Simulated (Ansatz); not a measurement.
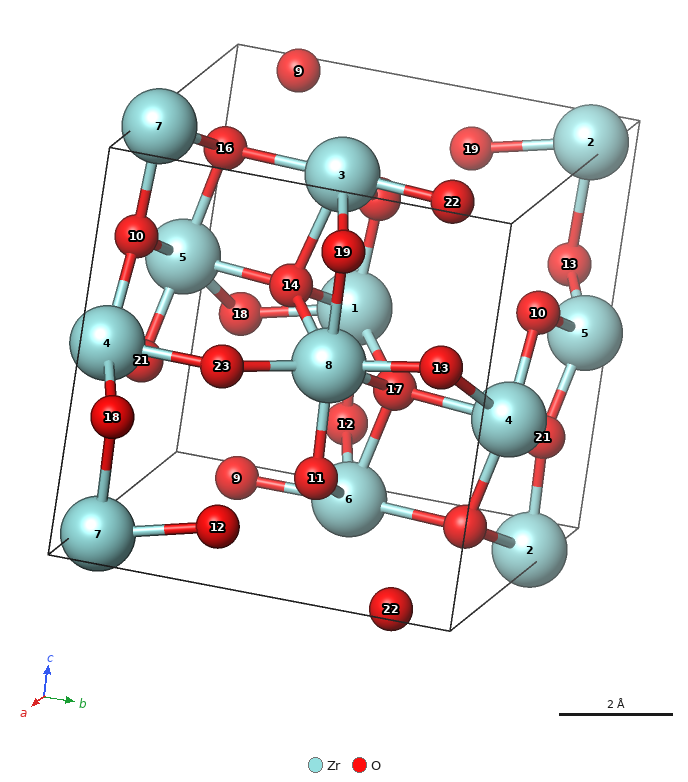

The starting structure (ball-and-stick view of the cell of the calculation, seen slightly off an axis; atoms are numbered from 1 in the order of the input).

## Zr$_{8}$O$_{15}$ (charge +2): geometry relaxation (part 1 of 3)

The run: geometry relaxation of Zr$_{8}$O$_{15}$ (defect cell, 23 atoms in the cell, total charge +2). Method and program: DFT PBE, scalar-relativistic, plane waves, PAW, spin-polarised (Ansatz 0.2.0).

The structure derives from a Materials Project entry. It belongs to a series of runs on one base structure; here: V_O, charge +2, atoms relaxed at the host's cell. Figures and captions count atoms from 1; the log counts them from 0 in places.

### Input
```yaml
crystal:
  lattice:
    - [-4.2974407752, 0.0, -5.2917550981]
    - [5.189566491, 5.2420801573, -0.0119863926]
    - [5.189566491, -5.2420801573, -0.0119863926]
  atoms:
    - { symbol: Zr, position: [0.2077574593, 0.4351333787, 0.4862597427], spin: 0.667 }
    - { symbol: Zr, position: [0.2123744743, 0.9477408878, 0.9909395431] }
    - { symbol: Zr, position: [0.7137796029, 0.4951356643, 0.9536765793] }
    - { symbol: Zr, position: [0.7077102124, 0.9860011473, 0.4430256439] }
    - { symbol: Zr, position: [0.3010507433, 0.0268663969, 0.5601931537], spin: 0.667 }
    - { symbol: Zr, position: [0.2901117982, 0.5141771447, 0.0529983018] }
    - { symbol: Zr, position: [0.7897632068, 0.0554223929, 0.00915842] }
    - { symbol: Zr, position: [0.7807891519, 0.5501062765, 0.5127931192], spin: 0.667 }
    - { symbol: O, position: [0.1450195229, 0.1957311651, 0.0088944326] }
    - { symbol: O, position: [0.6288347002, -0.0038365815, 0.6871616592] }
    - { symbol: O, position: [0.6570661975, 0.5266018881, 0.2002215904] }
    - { symbol: O, position: [0.9792415747, 0.3942342759, 0.1378226768] }
    - { symbol: O, position: [0.9894110191, 0.8795000628, 0.6218901678] }
    - { symbol: O, position: [0.5171824609, 0.3577017088, 0.6062392865] }
    - { symbol: O, position: [0.5261913553, 0.8690954524, 0.11215159] }
    - { symbol: O, position: [0.4801095489, 0.1384061897, 0.8926060891] }
    - { symbol: O, position: [0.4732440374, 0.634384763, 0.3931128138] }
    - { symbol: O, position: [0.0233261211, 0.111488169, 0.364996107] }
    - { symbol: O, position: [0.0221085463, 0.6095975601, 0.8640467624] }
    - { symbol: O, position: [0.3566597722, 0.4949324551, 0.8033958073] }
    - { symbol: O, position: [0.3498779377, 0.9774235076, 0.3081827763] }
    - { symbol: O, position: [0.856881559, 0.8103859174, 0.9824337114] }
    - { symbol: O, position: [0.8576228179, 0.3132519544, 0.4849916723] }
  host:
    lattice:
      - [5.189566491, 0.0, -0.0119863926]
      - [0.0, 5.2420801573, 0.0]
      - [-0.8921257158, 0.0, 5.3037414908]
    atoms:
      - { symbol: Zr, position: [0.7242321852, 0.9562064421, 0.7899661589] }
      - { symbol: Zr, position: [0.7242321852, 0.5437935579, 0.2899661589] }
      - { symbol: Zr, position: [0.2757678148, 0.4562064421, 0.7100338411] }
      - { symbol: Zr, position: [0.2757678148, 0.0437935579, 0.2100338411] }
      - { symbol: O, position: [0.0649840334, 0.1736495758, 0.8500018291] }
      - { symbol: O, position: [0.0649840334, 0.3263504242, 0.3500018291] }
      - { symbol: O, position: [0.5490158619, 0.2567540134, 0.0244693451] }
      - { symbol: O, position: [0.4509841381, 0.7567540134, 0.4755306549] }
      - { symbol: O, position: [0.5490158619, 0.2432459866, 0.5244693451] }
      - { symbol: O, position: [0.4509841381, 0.7432459866, 0.9755306549] }
      - { symbol: O, position: [0.9350159666, 0.6736495758, 0.6499981709] }
      - { symbol: O, position: [0.9350159666, 0.8263504242, 0.1499981709] }
total_charge: 2
basis:
  ecutwfc: 420
  xc_grid: 2
kpoints:
  mp_grid: { grid: [2, 2, 2], shift: [0.5, 0.5, 0.5] }
hamiltonian:
  xc: pbe
scf:
  occupations: { method: gaussian, width: 0.02 }
  lower_state_search: "off"
output:
  forces: true
  stress: false
  eigenvalues: true
  populations: true
  charged_corrections:
    defect_position: [0.14999817, 0.69431589, 0.52066631]
    epsilon: [[24.6542, 0.0, 1.482], [0.0, 22.8671, 0.0], [1.482, 0.0, 18.4936]]
  write_density: true
  write_potential: true
  elf: true
  volumetric_format: npy
magnetization:
  spin_polarized: true
relax:
  adjacent_minimum: "off"
  f_tol: 0.03
  max_steps: 40
```

Machine: 8 threads of Arm Neoverse V1, 24 GiB of memory available, shared host.

Launch command:
```bash
ansatz run input.yaml --threads 8 --pin off --max-ram 16384MiB --backend cpu --events-out ev --progress --plain --runs-dir out
```

### What the program printed
```
Engine: ansatz 0.2.0, aarch64-unknown-linux-gnu
Pseudopotentials: kind: paw
Pseudopotential: Zr, paw, valence charge 12, recommended cutoff 420 eV (normal), Zr.paw.azcp
Pseudopotential: O, paw, valence charge 6, recommended cutoff 420 eV (normal), O.paw.azcp
Functional definition: PBE
  parameter kappa = 0.804
  parameter beta = 0.06672455060314922
  exchange = pbe_x(kappa = kappa, mu = beta*pi^2/3)
  correlation = pbe_c(beta = beta)
Crystal: 23 atoms, lattice volume = 288.455 Å³
Basis set: ecut = 420 eV, 5661 PW (Γ), exchange–correlation on 96×100×100 points (8 copies of the dense FFT grid, shifted against one another)
Bands: 117, of which v1, the nominal top of the filled ones, is band 92 counted from 1 (91 counted from 0)
Symmetry: 1 space group operations
Space group: P1 (ITA 1), of the structure as read, at distance tolerance 6.6e-5 Å
Magnetic group: BNS 1.1 (UNI 1), of the structure as read, at distance tolerance 6.6e-5 Å
k-points: 4 of 8 (time reversal used)
Non-local potential: Zr, projectors of the file, l = 0: 3, l = 1: 2, l = 2: 2, l = 3: 2
Non-local potential: O, projectors of the file, l = 0: 2, l = 1: 2, l = 2: 1
PAW form: soft (Blöchl's): semilocal exchange-correlation on the pseudo side does not see the compensation charge
PAW one-centre angular grid: Zr, 590 points (default); XC on 64 Gauss nodes
PAW one-centre angular grid: O, 110 points (default); XC on 64 Gauss nodes
Initial density: superposition of atomic densities (chi_scale 0.1, normalization cell, long waves kept (reshape's long-wave potential 0.07 eV rms))
Starting moments: Σ|m| = 2.001 μB on 3 of 23 sites
Initial wavefunctions: pseudopotential atomic-orbital guess
Functional: x = pbe(κ = 0.804, μ = 0.2195149727645171), c = pbe(β = 0.06672455060314922)
SCF iter   1: F=—  HF=-42049.521384 eV  |F-HF|=—  |Δ(HF+E_count)|=         —  Δρ=3.79e-2 (↑3.23e-2 ↓3.79e-2)  dr2=1.45e1  dr2_m=4.24e-1  M=0.000 μB ∫|m|=0.324 μB  β_m=0.30  ethr=3.10e-3  ⟨swp⟩=4.0  Hψ=3361  notcnv=0  defer=34
preconditioner: auto → Resta (q_TF=auto, 2.531 Å⁻¹)  ε∞=3.8  [insulator: Δε(μ)=3.135 eV  Ē_g=16.917 eV  σ=0.020 eV  W_gap=1.00  n_scr=74 (ndim 8)  ℏωp=28.3 eV  f_vac=0.000  D(μ)=0.00/eV (n_scr^D=0)  ε∞_Penn≈3.8]
spin=Collinear: Resta preconditioning applied to the charge; magnetization (m = ρ↑ − ρ↓) channel mixes plain (no charge-response kernel on spin).
SCF iter   2: F=—  HF=-42047.421895 eV  |F-HF|=—  |Δ(HF+E_count)|=    2.10e0  Δρ=2.55e-2 (↑2.08e-2 ↓2.55e-2)  dr2=6.15e0  dr2_m=2.14e-1  M=0.000 μB ∫|m|=0.271 μB  β_m=0.30  ethr=3.10e-3  ⟨swp⟩=2.9  Hψ=1568  notcnv=0  defer=152
SCF iter   3: F=—  HF=-42046.323953 eV  |F-HF|=—  |Δ(HF+E_count)|=    1.10e0  Δρ=1.40e-2 (↑1.15e-2 ↓1.40e-2)  dr2=1.38e0  dr2_m=1.10e-1  M=0.000 μB ∫|m|=0.215 μB  β_m=0.30  ethr=3.10e-3  ⟨swp⟩=3.5  Hψ=1572  notcnv=0  defer=152
SCF iter   4: F=—  HF=-42046.203704 eV  |F-HF|=—  |Δ(HF+E_count)|=   1.20e-1  Δρ=6.52e-3 (↑6.52e-3 ↓5.23e-3)  dr2=1.28e-1  dr2_m=5.68e-2  M=0.000 μB ∫|m|=0.161 μB  β_m=0.30  ethr=7.53e-4  ⟨swp⟩=3.0  Hψ=1551  notcnv=0  defer=152
SCF iter   5: F=—  HF=-42046.241564 eV  |F-HF|=—  |Δ(HF+E_count)|=   3.79e-2  Δρ=4.24e-3 (↑4.24e-3 ↓3.42e-3)  dr2=3.16e-2  dr2_m=2.93e-2  M=0.000 μB ∫|m|=0.126 μB  β_m=0.30  ethr=6.93e-5  ⟨swp⟩=2.0  Hψ=945  notcnv=0  defer=152
SCF iter   6: F=—  HF=-42046.265577 eV  |F-HF|=—  |Δ(HF+E_count)|=   2.40e-2  Δρ=2.53e-3 (↑2.49e-3 ↓2.53e-3)  dr2=3.62e-3  dr2_m=1.52e-2  M=0.000 μB ∫|m|=0.097 μB  β_m=0.30  ethr=1.72e-5  ⟨swp⟩=2.9  Hψ=1525  notcnv=0  defer=152
SCF iter   7: F=—  HF=-42046.273771 eV  |F-HF|=—  |Δ(HF+E_count)|=   8.19e-3  Δρ=1.80e-3 (↑1.72e-3 ↓1.80e-3)  dr2=9.19e-4  dr2_m=7.92e-3  M=0.000 μB ∫|m|=0.076 μB  β_m=0.30  ethr=1.97e-6  ⟨swp⟩=2.0  Hψ=1285  notcnv=0  defer=152
Mixer restart at iter 7: flushing history
spin-set hold released at iteration 7 (site moments contracting): the magnetisation degrees of freedom join the quasi-Newton model from the next iteration; the mixer history was flushed
SCF iter   8: F=—  HF=-42046.276204 eV  |F-HF|=—  |Δ(HF+E_count)|=   2.43e-3  Δρ=1.30e-3 (↑1.26e-3 ↓1.30e-3)  dr2=5.24e-4  dr2_m=4.16e-3  M=0.000 μB ∫|m|=0.060 μB  β_m=0.65  ethr=4.99e-7  ⟨swp⟩=2.1  Hψ=1076  notcnv=0  defer=152
SCF iter   9: F=—  HF=-42046.279464 eV  |F-HF|=—  |Δ(HF+E_count)|=   3.26e-3  Δρ=1.98e-4 (↑9.24e-5 ↓1.98e-4)  dr2=1.29e-4  dr2_m=3.26e-5  M=0.000 μB ∫|m|=0.011 μB  β_m=0.66  ethr=2.85e-7  ⟨swp⟩=2.0  Hψ=1414  notcnv=0  defer=152
SCF iter  10: F=—  HF=-42046.279510 eV  |F-HF|=—  |Δ(HF+E_count)|=   4.61e-5  Δρ=9.72e-5 (↑9.72e-5 ↓6.05e-5)  dr2=3.33e-5  dr2_m=1.19e-5  M=0.000 μB ∫|m|=0.007 μB  β_m=0.83  ethr=7.02e-8  ⟨swp⟩=2.0  Hψ=1338  notcnv=0  defer=152
iter 11 did not close the SCF: its close was put off for a magnetic moment that had not settled (scf_convergence_deferred on its scf_iter line)
SCF iter  11: F=-42046.279551 eV  HF=-42046.279545 eV  |F-HF|=6.15e-6  |Δ(HF+E_count)|=   3.49e-5  Δρ=3.51e-5 (↑3.51e-5 ↓2.63e-5)  dr2=5.93e-6  dr2_m=1.72e-6  M=0.000 μB ∫|m|=0.002 μB  β_m=0.91  ethr=1.22e-8  ⟨swp⟩=18.6  Hψ=8096  notcnv=0
iter 12 did not close the SCF: its close was put off for a magnetic moment that had not settled (scf_convergence_deferred on its scf_iter line)
SCF iter  12: F=-42046.279551 eV  HF=-42046.279554 eV  |F-HF|=3.80e-6  |Δ(HF+E_count)|=   9.22e-6  Δρ=2.28e-5 (↑2.15e-5 ↓2.28e-5)  dr2=4.97e-6  dr2_m=4.19e-8  M=0.000 μB ∫|m|=0.000 μB  β_m=0.66  ethr=3.22e-9  ⟨swp⟩=8.0  Hψ=6916  notcnv=0
SCF iter  13: F=-42046.279554 eV  HF=-42046.279554 eV  |F-HF|=3.41e-8  |Δ(HF+E_count)|=   4.93e-7  Δρ=2.71e-6 (↑2.71e-6 ↓2.62e-6)  dr2=7.72e-8  dr2_m=7.89e-9  M=0.000 μB ∫|m|=0.000 μB  ethr=2.70e-9  ⟨swp⟩=7.9  Hψ=6018  notcnv=0
WARN: the starting moments were not kept: the SCF closed with an absolute magnetisation of 1.9e-4 μB, where they sum to 2.001 μB in size (3 sites). That is at most 0.1 of that sum. Measured as dr2_m measures the in/out step, that magnetisation stands 2.1e-9 eV from none, at or under the dr2_threshold of 2.3e-5 eV: it is no larger than a step whose dr2_m would equal this threshold. The system may hold no moment; this SCF shows only that its start led to no more than that. To try another start: raise the starting moments (crystal.atoms[].spin, magnetization.per_species, magnetization.initial_magnetization, or on a non-collinear deck that types none of these the spinor_matrix: blocks that start its atoms; where the total moment is fixed, keep their sum and leave initial_magnetization as it is; typed ones take the place of any that the run laid by itself, positive ones on a crystal's lanthanoids without a Hubbard term where scf.initial_density.shell_occupations: [] is typed) or, if the notice of its spin-set hold's release reads "site moments contracting" or "site moments show no strong build", lengthen the hold (scf.mixing.spin_hold: { on: { confirm: 4 } }; for m-r²SCAN on two components see the key's manual first). Each may lead to a state that holds a moment. A second SCF, from the converged charge density, with the starting moments and any scf.initial_density.shell_occupations laid on it anew, would have followed, and was not run: the deck does not ask for one (magnetization.retry_lost_moments is false, the default). To let it run, set magnetization.retry_lost_moments: true and run the deck again, where that key's refused combinations let it; where memory then withholds it, that run's warning says so.
SCF 1 converged in 13 iterations: F = -42046.279554 eV  dr2 = 7.72e-8
  greatest PAW one-centre occupation: 0.995 electrons in one spin orbital (limit 2), on the Zr atom at site 7 (counted from 0), in its partial waves of l = 0
relax step   1: F+E_penalty+E_count = -42046.27955397 eV  Δ(F+E_penalty+E_count) = +0.000e0 eV  max|allowed force component| = 2.043e0 eV/Å  Δτ_max = 0.0000 Å  (13 SCF iters, dr2 threshold 2.25e-5 eV, accepted)
Initial density: handed on by an earlier stage of this run
Starting moments: Σ|m| = 2.001 μB on 3 of 23 sites; this step starts from the density that it was given
Initial wavefunctions: those handed on with the density
iter 1 solved again at ethr=3.14e-4 eV; its pass at ethr=3.10e-3 eV (dr2=5.77e-1 eV) is discarded
SCF iter   1: F=—  HF=-42046.617989 eV  |F-HF|=—  |Δ(HF+E_count)|=         —  Δρ=9.61e-3 (↑6.81e-3 ↓9.61e-3)  dr2=5.79e-1  dr2_m=1.65e-2  M=0.000 μB ∫|m|=0.056 μB  β_m=0.30  ethr=3.14e-4  ⟨swp⟩=1.0  Hψ=3744  notcnv=0  defer=146
preconditioner: auto → Resta (q_TF=auto, 2.531 Å⁻¹)  ε∞=3.9  [insulator: Δε(μ)=3.361 eV  Ē_g=16.771 eV  σ=0.020 eV  W_gap=1.00  n_scr=74 (ndim 8)  ℏωp=28.3 eV  f_vac=0.057  D(μ)=0.00/eV (n_scr^D=0)  ε∞_Penn≈3.9]
spin=Collinear: Resta preconditioning applied to the charge; magnetization (m = ρ↑ − ρ↓) channel mixes plain (no charge-response kernel on spin).
SCF iter   2: F=—  HF=-42046.528676 eV  |F-HF|=—  |Δ(HF+E_count)|=   8.93e-2  Δρ=5.97e-3 (↑3.81e-3 ↓5.97e-3)  dr2=1.59e-1  dr2_m=8.91e-3  M=0.000 μB ∫|m|=0.043 μB  β_m=0.45  ethr=3.14e-4  ⟨swp⟩=2.0  Hψ=1312  notcnv=0  defer=146
SCF iter   3: F=—  HF=-42046.507145 eV  |F-HF|=—  |Δ(HF+E_count)|=   2.15e-2  Δρ=2.13e-3 (↑1.45e-3 ↓2.13e-3)  dr2=1.53e-2  dr2_m=1.55e-3  M=0.000 μB ∫|m|=0.019 μB  β_m=0.53  ethr=8.66e-5  ⟨swp⟩=3.5  Hψ=1815  notcnv=0  defer=160
SCF iter   4: F=—  HF=-42046.509851 eV  |F-HF|=—  |Δ(HF+E_count)|=   2.71e-3  Δρ=4.75e-4 (↑4.36e-4 ↓4.75e-4)  dr2=1.80e-3  dr2_m=8.95e-5  M=0.000 μB ∫|m|=0.006 μB  β_m=0.66  ethr=8.32e-6  ⟨swp⟩=2.1  Hψ=1489  notcnv=0  defer=160
SCF iter   5: F=—  HF=-42046.510689 eV  |F-HF|=—  |Δ(HF+E_count)|=   8.37e-4  Δρ=2.40e-4 (↑2.40e-4 ↓2.34e-4)  dr2=6.56e-4  dr2_m=1.35e-6  M=0.000 μB ∫|m|=0.001 μB  β_m=0.61  ethr=9.76e-7  ⟨swp⟩=2.0  Hψ=1462  notcnv=0  defer=160
iter 6 did not close the SCF: its close was put off for a magnetic moment that had not settled (scf_convergence_deferred on its scf_iter line)
SCF iter   6: F=-42046.510809 eV  HF=-42046.510755 eV  |F-HF|=5.42e-5  |Δ(HF+E_count)|=   6.64e-5  Δρ=6.73e-5 (↑6.56e-5 ↓6.73e-5)  dr2=6.41e-5  dr2_m=1.06e-6  M=0.000 μB ∫|m|=0.000 μB  β_m=0.81  ethr=5.43e-8  ⟨swp⟩=15.5  Hψ=8528  notcnv=0
SCF iter   7: F=-42046.510820 eV  HF=-42046.510826 eV  |F-HF|=6.35e-6  |Δ(HF+E_count)|=   7.09e-5  Δρ=3.81e-5 (↑3.79e-5 ↓3.81e-5)  dr2=1.58e-5  dr2_m=4.25e-8  M=0.000 μB ∫|m|=0.000 μB  ethr=3.48e-8  ⟨swp⟩=10.1  Hψ=7275  notcnv=0
the starting moments were not kept: the SCF closed with an absolute magnetisation of 1.2e-4 μB, where they sum to 2.001 μB in size (3 sites). That is at most 0.1 of that sum. Measured as dr2_m measures the in/out step, that magnetisation stands 1.1e-9 eV from none, at or under the dr2_threshold of 1.0e-4 eV: it is no larger than a step whose dr2_m would equal this threshold.
SCF 2 converged in 7 iterations: F = -42046.510820 eV  dr2 = 1.58e-5
[... from here on the iterations of each SCF are left out, up to the last one ...]
relax step   2: F+E_penalty+E_count = -42046.51081954 eV  Δ(F+E_penalty+E_count) = -2.313e-1 eV  max|allowed force component| = 1.783e0 eV/Å  Δτ_max = 0.1770 Å  (7 SCF iters, dr2 threshold 1.00e-4 eV, accepted)
preconditioner: auto → Resta (q_TF=auto, 2.531 Å⁻¹)  ε∞=3.8  [insulator: Δε(μ)=3.268 eV  Ē_g=16.792 eV  σ=0.020 eV  W_gap=1.00  n_scr=74 (ndim 8)  ℏωp=28.3 eV  f_vac=0.054  D(μ)=0.00/eV (n_scr^D=0)  ε∞_Penn≈3.8]
spin=Collinear: Resta preconditioning applied to the charge; magnetization (m = ρ↑ − ρ↓) channel mixes plain (no charge-response kernel on spin).
the starting moments were not kept: the SCF closed with an absolute magnetisation of 1.6e-4 μB, where they sum to 2.001 μB in size (3 sites). That is at most 0.1 of that sum. Measured as dr2_m measures the in/out step, that magnetisation stands 2.7e-9 eV from none, at or under the dr2_threshold of 1.0e-4 eV: it is no larger than a step whose dr2_m would equal this threshold.
SCF 3 converged in 6 iterations: F = -42046.668548 eV  dr2 = 3.07e-5
relax step   3: F+E_penalty+E_count = -42046.66854812 eV  Δ(F+E_penalty+E_count) = -1.577e-1 eV  max|allowed force component| = 3.286e-1 eV/Å  Δτ_max = 0.2000 Å  (6 SCF iters, dr2 threshold 1.00e-4 eV, accepted)
preconditioner: auto → Resta (q_TF=auto, 2.531 Å⁻¹)  ε∞=3.9  [insulator: Δε(μ)=3.220 eV  Ē_g=16.760 eV  σ=0.020 eV  W_gap=1.00  n_scr=74 (ndim 8)  ℏωp=28.3 eV  f_vac=0.052  D(μ)=0.00/eV (n_scr^D=0)  ε∞_Penn≈3.9]
spin=Collinear: Resta preconditioning applied to the charge; magnetization (m = ρ↑ − ρ↓) channel mixes plain (no charge-response kernel on spin).
the starting moments were not kept: the SCF closed with an absolute magnetisation of 2.4e-5 μB, where they sum to 2.001 μB in size (3 sites). That is at most 0.1 of that sum. Measured as dr2_m measures the in/out step, that magnetisation stands 5.6e-11 eV from none, at or under the dr2_threshold of 6.8e-6 eV: it is no larger than a step whose dr2_m would equal this threshold.
SCF 4 converged in 7 iterations: F = -42046.727778 eV  dr2 = 1.78e-6
relax step   4: F+E_penalty+E_count = -42046.72777805 eV  Δ(F+E_penalty+E_count) = -5.923e-2 eV  max|allowed force component| = 1.102e-1 eV/Å  Δτ_max = 0.1566 Å  (7 SCF iters, dr2 threshold 6.75e-6 eV, accepted)
```
